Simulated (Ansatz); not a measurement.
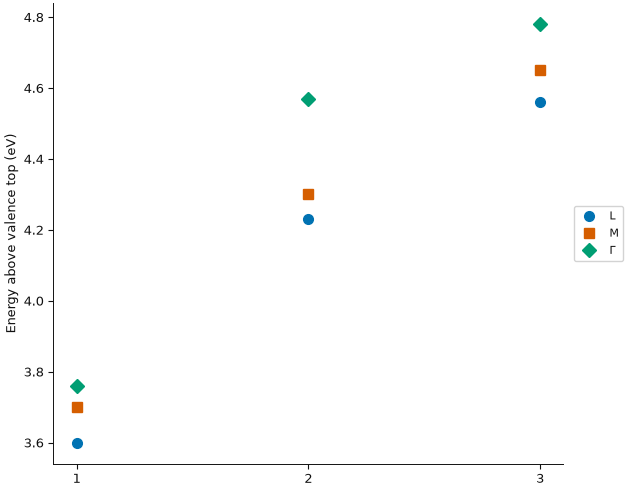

Lowest conduction level at each named k point, counted from the valence-band top at Γ, by several methods on one cell of CdI2-type MgI$_{2}$, space group P-3m1 (No. 164), 3 atoms in the cell, relaxed with r2SCAN+rVV10, then under +1.88 % uniaxial z strain; a = 4.157 Å, c = 7.005 Å (hexagonal axes). All runs are without spin-orbit coupling and carry no moments. Points keep the names that they have in the unstrained cell. The names follow the standardised cell of this lattice; in reduced coordinates of the cell that was run, L is (0.5, 0, 0.5) and M is (0.5, 0, 0). In some of the methods the smallest gap lies off these points.

Which column is which method? They are r2SCAN, HSE06 and PBE.

Answer. 1 is PBE; 2 is r2SCAN; 3 is HSE06.

```csv
method,program,L (eV),M (eV),Γ (eV)
PBE,Ansatz,3.60,3.70,3.76
r2SCAN,Ansatz,4.23,4.30,4.57
HSE06,Ansatz,4.56,4.65,4.78
```

Does HSE06 shift these levels rigidly from PBE?

Answer. The shifts are +0.96 eV at L, +0.95 eV at M and +1.02 eV at Γ, and at points that aren't plotted +1.05 eV (A), +0.96 eV (K) and +1.05 eV (H): over the named points that both runs hold, a spread of 0.11 eV on a mean of 1.00 eV, so one shift describes them well.

Settings. PBE: Ansatz PAW set, 12×12×4 k mesh, 420 eV cutoff, Fermi-Dirac smearing of 0.02 eV (Ansatz). r2SCAN: Ansatz PAW set, 12×12×4 k mesh, 500 eV cutoff, fixed occupations (Ansatz 0.2.0). HSE06: Ansatz PAW set, 6×6×4 k mesh, 420 eV cutoff, fixed occupations (Ansatz 0.2.0).

The cell's inner coordinates are idealised or old. Spin-orbit coupling is left out, which matters for I. LDA, GGA and most meta-GGA functionals understate gaps. r2SCAN and HSE06: the PAW data sets were made with another functional. Over all k points computed the smallest gap is 4.19 eV in r2SCAN and 4.52 eV in HSE06, from the valence top at Γ to the conduction bottom at (0, 0.471, 0.328) in reduced coordinates. The names follow the standardised cell of this lattice; in reduced coordinates of the cell that was run, A is (0, 0, 0.5), K is (0.333, 0.333, 0) and H is (0.333, 0.333, 0.5).
